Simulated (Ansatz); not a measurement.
# Run report: Mg32O31H (charge −1), geometry relaxation (part 2 of 2)

Mg32O31H (defect cell, 64 atoms in the cell, total charge −1); DFT, PBEsol, PAW, plane waves (Ansatz 0.2.0); cutoff 420 eV, 1×1×1 k-mesh, Fermi–Dirac smearing of 0.01 eV. 

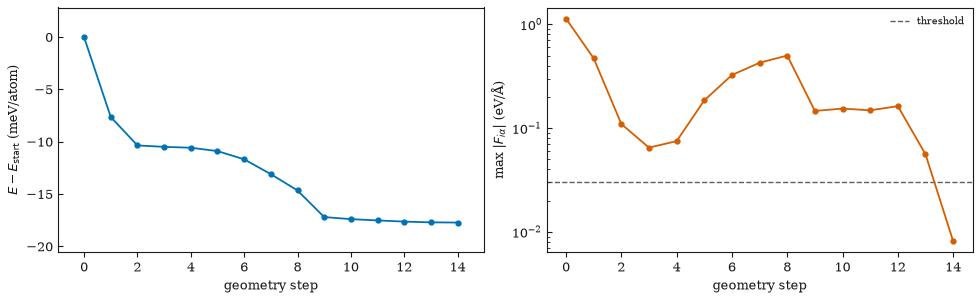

Progress of the relaxation, step by step (the first geometry is step 0 here and step 1 in the log).

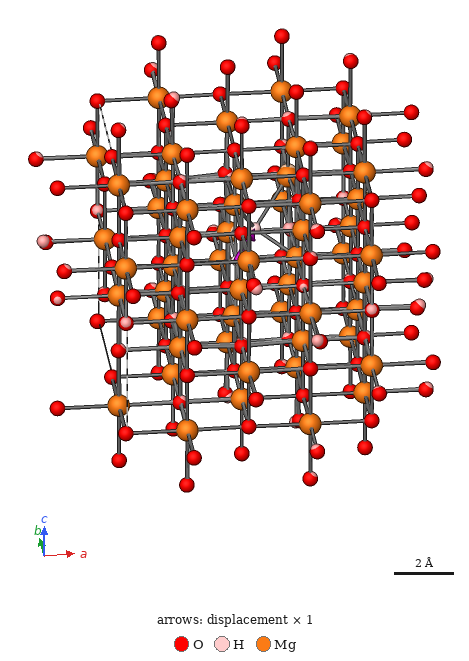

Start (faint) and end (solid) with the displacements as pink arrows, at true length (ball-and-stick view of the cell of the calculation (origin shifted), with bonded neighbours outside it, seen at an oblique angle). H32 moves most: 1.34 Å. By element the largest moves are H 1.34 Å, O 0.17 Å, Mg 0.13 Å. The cell stays as it was. Distances before and after: H32–Mg64 3.649 → 2.197 Å, H32–Mg42 2.079 → 3.107 Å, H32–Mg51 2.094 → 3.107 Å, H32–Mg36 2.180 → 3.106 Å. Among the angles that change: O3–Mg52–H32 179.1° → 141.2°, O2–Mg44–H32 178.4° → 141.2°, Mg40–H32–Mg44 89.4° → 119.5°. After 14 geometry steps the energy has fallen by 17.7 meV per atom. Largest force component: 1.1 eV/Å at the start, 0.0081 eV/Å at the end. (Atoms are counted from 1 in the order of the input.)

```
SCF converged after 6 iterations
Free energy (F): -78664.570779 eV
Harris-Foulkes:  -78664.570779 eV  (|F-HF|=1.41e-9)
Internal energy: -78664.570779 eV  (E = F + TS)
E sigma→0 (E₀):  -78664.570779 eV
Fermi energy:    12.883556 eV
--- Per-component energies (eV) ---
  E_band       = -9406.335026
  E_kinetic    = 8017.521022
  E_local      = -51569.460993  (includes V_loc(G=0)·N_el)
  E_nonlocal   = 4557.470133
  E_hartree    = 17863.812549
  E_xc         = -3271.812713
  E_vxc        = -4216.532976  (∫ρ·V_xc dr)
  E_paw        = -13706.227094  (= ΣΔE_a)
  E_vpaw       = -1923.034816  (= ΣTr[D̂ρ^β])
  E_aug_tail   = 0.076466  (compensation charges beyond the density's cutoff)
  E_ewald      = -40558.927666
  E_core_change = 2.977518  (= ΣΔE_core)
  E_smearing   = -0.000000  (= −TS)
  E_closure    = -0.000000  (closes the sum)
  E_deformation_potential = -18.207896  (in the stress; not in F)
  Σ components = -78664.570779   (vs F -78664.570779, Δ=0.00e0)
--- Forces (eV/Å), atoms counted from 1 ---
  atom   1  O      0.00021002     0.00013157     0.00020367
  atom   2  O      0.00019337     0.00128785    -0.00063053
  atom   3  O     -0.00005254    -0.00089340     0.00084825
  atom   4  O      0.00147668     0.00183435     0.00194407
  atom   5  O      0.00001362     0.00027770     0.00004517
  atom   6  O      0.00003700     0.00014513     0.00018944
  atom   7  O      0.00156793     0.00020868     0.00020394
  atom   8  O     -0.00264247    -0.00248056     0.00204429
  atom   9  O      0.00072176     0.00021856     0.00574609
  atom  10  O     -0.00083178    -0.00025311    -0.00104497
  atom  11  O      0.00019698    -0.00073876    -0.00446072
  atom  12  O     -0.00056937    -0.00067154    -0.00120935
  atom  13  O     -0.00011124     0.00007449    -0.00377252
  atom  14  O     -0.00002417    -0.00023972     0.00197998
  atom  15  O     -0.00066058    -0.00060624     0.00336713
  atom  16  O     -0.00261341     0.00223121    -0.00256754
  atom  17  O     -0.00093399    -0.00110033     0.00007719
  atom  18  O      0.00058878     0.00685068    -0.00006241
  atom  19  O      0.00054302    -0.00404649    -0.00073979
  atom  20  O     -0.00028725    -0.00127005    -0.00069887
  atom  21  O      0.00000221     0.00234427    -0.00005985
  atom  22  O     -0.00039429    -0.00370159     0.00003885
  atom  23  O     -0.00031481     0.00267012     0.00009573
  atom  24  O      0.00638904     0.00016864     0.00006044
  atom  25  O     -0.00364932     0.00045174     0.00016860
  atom  26  O     -0.00411848    -0.00018186    -0.00010070
  atom  27  O      0.00433638    -0.00112892    -0.00052243
  atom  28  O      0.00216144    -0.00268383    -0.00276014
  atom  29  O     -0.00172681    -0.00049596    -0.00023991
  atom  30  O     -0.00174150    -0.00001909    -0.00053010
  atom  31  O      0.00201571    -0.00016358    -0.00015835
  atom  32  H     -0.00160859    -0.00131871    -0.00145252
  atom  33  Mg     0.00158270    -0.00114844    -0.00126959
  atom  34  Mg     0.00224806    -0.00028217     0.00250681
  atom  35  Mg     0.00193881     0.00216227    -0.00029676
  atom  36  Mg    -0.00379663    -0.00161205    -0.00211669
  atom  37  Mg     0.00039431     0.00020471     0.00006854
  atom  38  Mg    -0.00102506    -0.00155631     0.00048185
  atom  39  Mg    -0.00048071     0.00062162    -0.00142595
  atom  40  Mg    -0.00311299    -0.00040636     0.00033600
  atom  41  Mg     0.00215291     0.00189144    -0.00030676
  atom  42  Mg    -0.00234613    -0.00123217    -0.00110042
  atom  43  Mg     0.00023550    -0.00053529    -0.00158324
  atom  44  Mg    -0.00136712    -0.00165203    -0.00111643
  atom  45  Mg    -0.00060786     0.00138168    -0.00107933
  atom  46  Mg     0.00024175     0.00201528     0.00235144
  atom  47  Mg     0.00033957     0.00051702     0.00005464
  atom  48  Mg    -0.00091081    -0.00113992     0.00055332
  atom  49  Mg     0.00226478    -0.00024991     0.00205222
  atom  50  Mg     0.00005841    -0.00151959    -0.00110605
  atom  51  Mg    -0.00247094    -0.00050617    -0.00032691
  atom  52  Mg    -0.00002424    -0.00064574    -0.00232610
  atom  53  Mg    -0.00059269    -0.00108323     0.00142072
  atom  54  Mg     0.00043572     0.00022993     0.00035539
  atom  55  Mg     0.00021043     0.00198646     0.00207440
  atom  56  Mg    -0.00107461     0.00047281    -0.00100332
  atom  57  Mg     0.00704461     0.00759909     0.00814740
  atom  58  Mg     0.00327444     0.00262957    -0.00510093
  atom  59  Mg     0.00351001    -0.00545833     0.00322585
  atom  60  Mg     0.00160437     0.00029763    -0.00006707
  atom  61  Mg    -0.00460473     0.00270374     0.00303588
  atom  62  Mg     0.00038820     0.00135665    -0.00007780
  atom  63  Mg     0.00022482     0.00001493     0.00129178
  atom  64  Mg    -0.00384752    -0.00390344    -0.00359466
  max |Σ_I F_I| component: 6.07e-5 eV/Å
--- Charged-cell corrections in eV (Makov–Payne, q = -1.000 e, ε = 9.800) ---
  F (periodic)     = -78664.570779  (uncorrected; the corrections below are reported, never added to it)
  E_corr1          = +0.247306  (monopole, q²α_M/2εL)
  F Makov-Payne    = -78664.323473  (F + E_corr1; no measured alignment; for a localised charge, not one spread in a band: unchecked)
--- Band table (eV) ---
  k-point 0: bands = ["-64.1457", "-64.0769", "-64.0517", "-64.0493", "-64.0493", "-64.0464", "-64.0463", "-64.0460", "-64.0416", "-64.0398", ... 108 levels left out ..., "-30.8474", "-30.7745", "-30.7727", "-30.7726", "-30.7678", "-30.7678", "-30.7574", "-30.7414", "-30.7135", "-30.7134", "-9.1502", "-8.7893", "-8.7892", "-8.6739", "-8.4650", "-8.4649", "-8.3345", "-8.2189", "-8.2189", "-8.2034", "-8.1409", "-8.0530", "-8.0413", "-8.0412", "-8.0028", "-8.0026", "-7.9898", "-7.9464", "-7.9462",
      "-7.8523", "-7.8522", "-7.8358", "-7.7951", "-7.7875", "-7.7874", "-7.7770", "-7.7468", "-7.7467", "-7.7253", "-7.6491", "-7.6490", "3.3051", "3.4993", "3.4993", "3.6054", "3.7897", "3.9654", "3.9654", "4.0045", "4.0320", "4.0321", "4.0498", "4.1065", "4.1065", "4.1834", "4.1879", "4.1880", "4.2777", "4.2970", "4.2970", "4.3435", "4.3826", "4.3827", "4.4293", "4.5473", "4.5474", "4.6570", "4.7511", "4.7512",
      "5.2966", "5.3129", "5.3422", "5.3422", "5.3896", "5.3896", "5.4255", "5.4970", "5.5469", "5.5469", "5.6978", "5.6979", "6.0882", "6.0924", "6.1040", "6.1040", "6.1455", "6.1456", "6.1979", "6.2483", "6.2483", "6.4167", "6.4555", "6.4556", "6.5303", "6.5367", "6.5367", "6.6005", "6.6169", "6.6170", "6.6619", "6.6820", "6.6821", "6.7615", "6.7615", "6.7785", "6.8248", "6.8249", "6.8518", "6.8735",
      "6.9220", "6.9259", "6.9320", "6.9321", "6.9538", "6.9852", "6.9852", "7.0289", "7.0289", "7.0926", "7.0926", "7.1070", "7.2438", "7.2438", "7.3091", "7.3535", "7.3535", "7.3584", "7.4131", "7.4131", "7.4534", "7.4534", "7.4541", "7.7468", "7.7469", "8.7037", "11.9701", "13.7970", "14.2222", "14.2225", "15.1644", "15.5098", "15.5099", "15.5689", "15.9779", "15.9781", "16.2769", "16.2769", "16.2776", "16.5908",
      "16.8213", "17.0590", "17.0591", "17.1675", "17.2170", "17.2171", "17.2394", "17.2871", "17.2871", "17.5474", "17.5474", "17.5763", "17.7708", "17.7709", "17.9109", "18.1975", "18.2242", "18.2447", "18.2448", "18.3055", "18.3055", "18.4686", "18.4686", "18.6781", "18.6781", "18.6951", "19.0989", "19.2647", "19.2648", "19.3114", "19.3481", "19.4297", "19.4297", "19.5160", "19.5241", "19.5241", "19.6525", "19.6541", "19.6542", "19.8336",
      "19.8336", "19.9012", "19.9013", "19.9560", "20.1103", "20.1125", "20.1126", "20.2021", "20.2022", "20.2384", "20.2993"]
--- Relaxed structure (15 steps of the walk, 15 accepted, 0 SCFs on fresh bases) ---
  F+E_penalty+E_count = -78664.57077879 eV   max|allowed force component| = 8.146e-3 eV/Å
  atoms:
    - { symbol: O, position: [0.24836853039710305, 0.00010040528484639687, 0.9994981875688569] }
    - { symbol: O, position: [0.24863542518492993, 0.0002046640712668378, 0.4984324981230505] }
    - { symbol: O, position: [0.24863590966185398, 0.49903787753836876, -0.0003954495903418773] }
    - { symbol: O, position: [0.7483603834441538, -0.0012447147511645998, 0.998151730712917] }
    - { symbol: O, position: [0.7497039443027294, 1.000100087033617, 0.4981618575239114] }
    - { symbol: O, position: [0.7497030307959339, 0.4987650778278388, 0.999497284858783] }
    - { symbol: O, position: [0.7498116698204348, 0.49902792293766135, 0.49842299291804854] }
    - { symbol: O, position: [-0.002096556567522818, 0.24829797272079637, -0.0027654501387410057] }
    - { symbol: O, position: [-0.008777999172406134, 0.24162051879966737, 0.497982278460173] }
    - { symbol: O, position: [-0.0028919372088324837, 0.7497083735175911, -0.00011703063378036152] }
    - { symbol: O, position: [-0.0007338702965906404, 0.7503456481958346, 0.4990560130642363] }
    - { symbol: O, position: [0.4993125038328639, 0.24750489234905632, 0.9998773161123157] }
    - { symbol: O, position: [0.49994375863091134, 0.24966165424972753, 0.4990448533523944] }
    - { symbol: O, position: [0.49868384325589993, 0.7490837332899087, -0.0011013571160573337] }
    - { symbol: O, position: [0.5115784542162477, 0.7619723149179588, 0.4909269222316836] }
    - { symbol: O, position: [0.9979029435460997, -0.0021644966769910766, 0.24769597196208892] }
    - { symbol: O, position: [-0.002893031037515228, 1.0004845858206541, 0.7491048311669017] }
    - { symbol: O, position: [-0.008773941849205458, 0.49857157937585944, 0.24102055820366122] }
    - { symbol: O, position: [0.9992588639021008, 0.49965401506406454, 0.7497481591401711] }
    - { symbol: O, position: [0.4993122167266243, 0.00048499531742359083, 0.24689966171700953] }
    - { symbol: O, position: [0.49868305637406113, 0.9994976931615364, 0.7484779363476538] }
    - { symbol: O, position: [0.4999480581608738, 0.49964812553193483, 0.2490537235926414] }
    - { symbol: O, position: [0.511572703914927, 0.49154075214498805, 0.7613615599929751] }
    - { symbol: O, position: [0.2481866172587414, 0.2416181963281301, 0.24101485855811716] }
    - { symbol: O, position: [0.24925319073548516, 0.24965993358456454, 0.7497349870080579] }
    - { symbol: O, position: [0.2492604548669, 0.7503378016666834, 0.24906212001817696] }
    - { symbol: O, position: [0.24112654589633978, 0.7619728314733989, 0.7613666209851215] }
    - { symbol: O, position: [0.7474377198699224, 0.24829764187415884, 0.2476948630349045] }
    - { symbol: O, position: [0.7500873987272948, 0.24750262432253284, 0.7491055134324499] }
    - { symbol: O, position: [0.7500925317149713, 0.7497059488452433, 0.24689868263147632] }
    - { symbol: O, position: [0.7491013569753892, 0.7490832368669248, 0.7484801672943352] }
    - { symbol: H, position: [0.3422944849014223, 0.5926726379160151, 0.5920747514500774] }
    - { symbol: Mg, position: [0.9984649397696057, 0.9988119153179481, 0.9982096245332074] }
    - { symbol: Mg, position: [0.9975935262819584, -0.0012048452573105298, 0.4985071538375988] }
    - { symbol: Mg, position: [0.9975923989546238, 0.4991117040030093, 0.9981950164918958] }
    - { symbol: Mg, position: [1.000673654249614, 0.4948835379393279, 0.49428680875374864] }
    - { symbol: Mg, position: [0.4982682963159161, -0.0016821141253541359, 0.9977156682187268] }
    - { symbol: Mg, position: [0.5003508705236571, 0.001346311758640025, 0.49792035372054644] }
    - { symbol: Mg, position: [0.5003462532066998, 0.49852478205965395, 0.0007361401447430563] }
    - { symbol: Mg, position: [0.502603926332831, 0.5002558672963627, 0.4996391165783413] }
    - { symbol: Mg, position: [0.248712449694571, 0.24798918395118838, -0.0018134364826499858] }
    - { symbol: Mg, position: [0.2445014856660844, 0.2510244004004301, 0.49427829291308006] }
    - { symbol: Mg, position: [0.24812810439925254, 0.7507427537394668, 1.0007435146057662] }
    - { symbol: Mg, position: [0.24987113662342142, 0.7529799628506596, 0.4996613572829277] }
    - { symbol: Mg, position: [0.7484103441415115, 0.24886535135146332, 0.9982083412240633] }
    - { symbol: Mg, position: [0.748396981356196, 0.2479935855716861, 0.4985034678520485] }
    - { symbol: Mg, position: [0.7479205394195918, 0.7486634183096712, -0.002282621949095727] }
    - { symbol: Mg, position: [0.7509491841924456, 0.750744701891851, 0.4979197613775599] }
    - { symbol: Mg, position: [0.24871269701676404, 0.9987894545941753, 0.24738922895871213] }
    - { symbol: Mg, position: [0.24812721956122588, 0.001345045745144935, 0.7501434539810052] }
    - { symbol: Mg, position: [0.24450335012298446, 0.4948718242931587, 0.25041058698579877] }
    - { symbol: Mg, position: [0.24985184401338556, 0.5002606306411143, 0.7523815187759074] }
    - { symbol: Mg, position: [0.7484106398017023, 0.9988126055973652, 0.24826091613691745] }
    - { symbol: Mg, position: [0.7479200868119882, -0.0016805451690947268, 0.74806233801511] }
    - { symbol: Mg, position: [0.7483997492195683, 0.4991102217514511, 0.2473886984541199] }
    - { symbol: Mg, position: [0.7509449488279342, 0.49852425087292124, 0.7501387377938858] }
    - { symbol: Mg, position: [-0.001967405178277839, 0.2484236128386771, 0.24781746460591958] }
    - { symbol: Mg, position: [0.9984009176199267, 0.2488056121281565, 0.7471299345053749] }
    - { symbol: Mg, position: [-0.0015951431907448293, 0.7477341888128092, 0.24820199789591782] }
    - { symbol: Mg, position: [-0.0010704850074894224, 0.750486750721079, 0.7498854262278251] }
    - { symbol: Mg, position: [0.4973352844951857, 0.24880287899292491, 0.24819511051070114] }
    - { symbol: Mg, position: [0.5000842167516788, 0.24933650940995167, 0.7498813969008467] }
    - { symbol: Mg, position: [0.5000878857504966, 0.7504871248002924, 0.24872924993312456] }
    - { symbol: Mg, position: [0.49279384127355086, 0.7431907863110843, 0.742582767233056] }
--- Löwdin populations: 64 sites ---
  site symbol       q [e]
     0      O      7.3820
     1      O      7.3866
     2      O      7.3867
     3      O      7.3811
     4      O      7.3820
     5      O      7.3820
     6      O      7.3866
     7      O      7.3811
     8      O      7.3998
     9      O      7.3823
    10      O      7.3787
    11      O      7.3823
    12      O      7.3787
    13      O      7.3779
    14      O      7.3892
    15      O      7.3811
    16      O      7.3823
    17      O      7.3998
    18      O      7.3787
    19      O      7.3823
    20      O      7.3779
    21      O      7.3787
    22      O      7.3892
    23      O      7.3998
    24      O      7.3787
    25      O      7.3787
    26      O      7.3892
    27      O      7.3811
    28      O      7.3823
    29      O      7.3823
    30      O      7.3779
    31      H      1.6908
    32     Mg      8.4794
    33     Mg      8.4759
    34     Mg      8.4759
    35     Mg      8.7329
    36     Mg      8.4771
    37     Mg      8.4760
    38     Mg      8.4760
    39     Mg      8.5062
    40     Mg      8.4759
    41     Mg      8.7328
    42     Mg      8.4760
    43     Mg      8.5062
    44     Mg      8.4794
    45     Mg      8.4759
    46     Mg      8.4771
    47     Mg      8.4760
    48     Mg      8.4759
    49     Mg      8.4760
    50     Mg      8.7327
    51     Mg      8.5062
    52     Mg      8.4794
    53     Mg      8.4771
    54     Mg      8.4759
    55     Mg      8.4760
    56     Mg      8.4797
    57     Mg      8.4780
    58     Mg      8.4780
    59     Mg      8.4751
    60     Mg      8.4780
    61     Mg      8.4752
    62     Mg      8.4751
    63     Mg      8.4941
  spilling = 0.010396 (of n_electrons = 508.000000)
```
